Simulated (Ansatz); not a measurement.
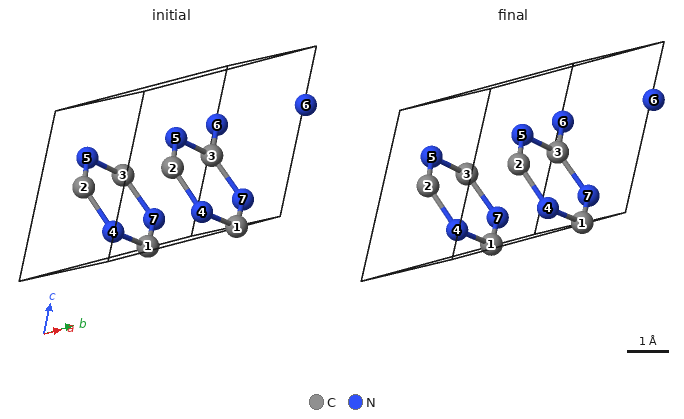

The structure of crystalline C3N4 (set up in R3m) before (left) and after (right) a relaxation, at one scale.

The picture is a ball-and-stick view of the cell of the calculation, repeated 2 × 1 × 1 with one cell outlined, seen from a free direction.

Case: volume × 1.03, shape and atoms relaxed.

Theory: Ansatz, DFT PBEsol, scalar-relativistic, plane waves, PAW.

Input
```yaml
crystal:
  lattice:
    - [2.4013985133, 1.3864480781, 3.4340685651]
    - [-2.4013985133, 1.3864480781, 3.4340685651]
    - [0.0, -2.7728961562, 3.4340685651]
  atoms:
    - { symbol: C, position: [0.4903063009, 0.4903063009, 0.0188554247] }
    - { symbol: C, position: [0.4903063009, 0.0188554247, 0.4903063009] }
    - { symbol: C, position: [0.0188554247, 0.4903063009, 0.4903063009] }
    - { symbol: "N", position: [0.6604506596, 0.1696988425, 0.1696988425] }
    - { symbol: "N", position: [0.1696988425, 0.1696988425, 0.6604506596] }
    - { symbol: "N", position: [0.6656826289, 0.6656826289, 0.6656826289] }
    - { symbol: "N", position: [0.1696988425, 0.6604506596, 0.1696988425] }
basis:
  ecutwfc: 420
kpoints:
  mp_grid: { grid: [6, 6, 6] }
hamiltonian:
  xc: pbesol
scf:
  occupations: { method: gaussian, width: 0.02 }
output:
  forces: true
  stress: true
  eigenvalues: true
relax:
  adjacent_minimum: "off"
  f_tol: 0.01
  max_steps: 30
  cell: { stress_tol: 0.1, fix: [volume] }
```

Run as
```bash
ansatz run input.yaml --threads 2 --pin off --max-ram 5120MiB --backend cpu --events-out ev --progress --plain --runs-dir out
```

Describe what moved and what it gained.

Answer. The energy falls by 6.1 meV per atom in 5 accepted moves (7 points after the start). The largest force component goes from 0.53 to 0.003 eV/Å. The pressure goes from −6.98 to −0.23 GPa. At 2 points the geometry stayed and the basis and grid were re-selected for the new cell (energy shift of 0.3 meV per atom at most each time). The atoms keep their places relative to the cell (all moves are under 0.005 Å). The drawn cell changes at constant volume: a = b = c 4.414 → 4.449 Å (+0.8 %), α 65.9° → 64.6°, β 65.9° → 64.6°, γ 65.9° → 64.6°. Near-neighbour distances that change, for instance: C1–N6 1.466 → 1.452 Å, C1–N4 1.335 → 1.322 Å. The space group stays R3m (No. 160). The run took 28 s on 2 threads of Intel(R) Xeon(R) Platinum 8259CL CPU @ 2.50GHz (Skylake/Cascade Lake), with other jobs on the host, peak memory 0.44 GiB.
